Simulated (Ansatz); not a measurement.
## Electronic structure of Al$_{3}$GaN$_{4}$ in real space

```cif
data_structure
_symmetry_space_group_name_H-M 'P 1'
_symmetry_Int_Tables_number 1
_cell_length_a 6.5857
_cell_length_b 6.5857
_cell_length_c 7.2265
_cell_angle_alpha 90.000
_cell_angle_beta 90.000
_cell_angle_gamma 120.000
_cell_volume 271.43
loop_
_atom_site_label
_atom_site_type_symbol
_atom_site_fract_x
_atom_site_fract_y
_atom_site_fract_z
_atom_site_occupancy
Al1 Al 0.50000 0.00000 0.00000 1
Al2 Al 0.16667 0.33333 0.33333 1
Al3 Al 0.83333 0.66667 0.66667 1
Al4 Al 0.50000 0.50000 0.00000 1
Al5 Al 0.16667 0.83333 0.33333 1
Al6 Al 0.83333 0.16667 0.66667 1
Al7 Al 0.00000 0.50000 0.00000 1
Al8 Al 0.66667 0.83333 0.33333 1
Al9 Al 0.33333 0.16667 0.66667 1
Ga1 Ga 0.00000 0.00000 0.00000 1
Ga2 Ga 0.66667 0.33333 0.33333 1
Ga3 Ga 0.33333 0.66667 0.66667 1
N1 N 0.49648 0.99295 0.24824 1
N2 N 0.16314 0.32629 0.58157 1
N3 N 0.82981 0.65962 0.91490 1
N4 N 0.49648 0.50352 0.24824 1
N5 N 0.16314 0.83686 0.58157 1
N6 N 0.82981 0.17019 0.91490 1
N7 N 0.00705 0.50352 0.24824 1
N8 N 0.67371 0.83686 0.58157 1
N9 N 0.34038 0.17019 0.91490 1
N10 N 0.00000 0.00000 0.25529 1
N11 N 0.66667 0.33333 0.58862 1
N12 N 0.33333 0.66667 0.92195 1
```

Space group R3m; a structure from a database of computed crystals, not necessarily the ambient phase; changed on purpose from its base cell (equal engineering shear yz, xz and xy -0.0733, equal normal strain along x, y and z +0.0200); not relaxed (largest force 1.4 eV/Å); computed pressure about −7 GPa in this cell.

All numbers below come from DFT PBEsol, scalar-relativistic, plane waves, PAW (Ansatz 0.2.0).

In a PAW calculation such maps are meaningful between the atoms, not at the nuclei.

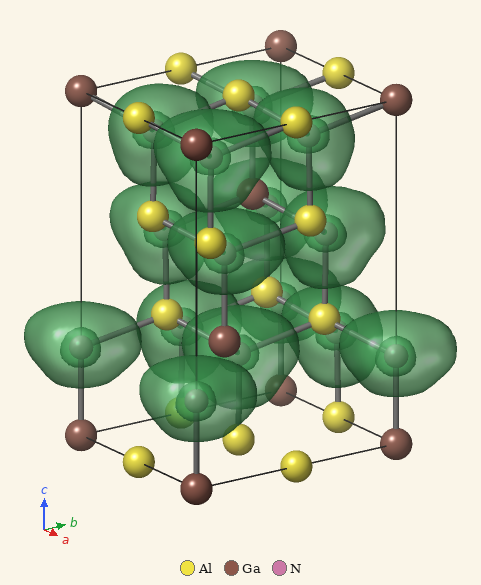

Figure 1. Isosurface of the electron localisation function at 0.65 (green), seen slightly off an axis. Only the valence region is drawn (cores and ρ < 0.01 e/Å³ removed). Sticks mark near contacts.

Describe the localisation domains.

The surface consists of twelve regions on N in which the atom's valence shell and bonds are merged, counted in one cell of 24 atoms. Regions shared between cells count once.


Al–N (1.79 Å): the ELF peaks at about 0.90 between the atoms: a polar covalent bond. Ga–N (1.84 Å): the ELF peaks at about 0.85 in the valence shell of N, 0.6 Å from its nucleus, and is about 0.50 at the midpoint.

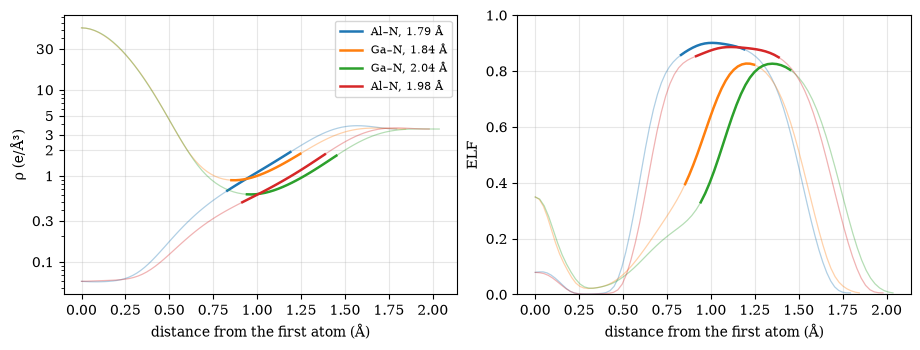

Figure 2. Valence electron density and electron localisation function along straight lines between neighbouring atoms. Thin, pale parts lie inside the atomic spheres.

What can be read from the curves?

Al–N (1.79 Å): ρ at the midpoint is about 0.82 e/Å³; the ELF peaks at about 0.90 between the atoms (a polar covalent bond).
Ga–N (1.84 Å): the density is about 0.91 e/Å³ at the midpoint; the ELF peaks at about 0.85 in the valence shell of N, 0.6 Å from its nucleus, and is about 0.50 at the midpoint.
Ga–N (2.04 Å): the density is about 0.62 e/Å³ at the midpoint; the ELF peaks at about 0.85 in the valence shell of N, 0.7 Å from its nucleus, and is about 0.45 at the midpoint.
Al–N (1.98 Å): ρ at the midpoint is about 0.59 e/Å³; the ELF peaks at about 0.90 between the atoms, as expected for a polar covalent bond.

Does the calculation make it a metal, or give it a gap?

It is gapped, with a Kohn–Sham gap of 2.5 eV on the k-point mesh (the band edges may lie off the mesh, which would make the gap smaller).
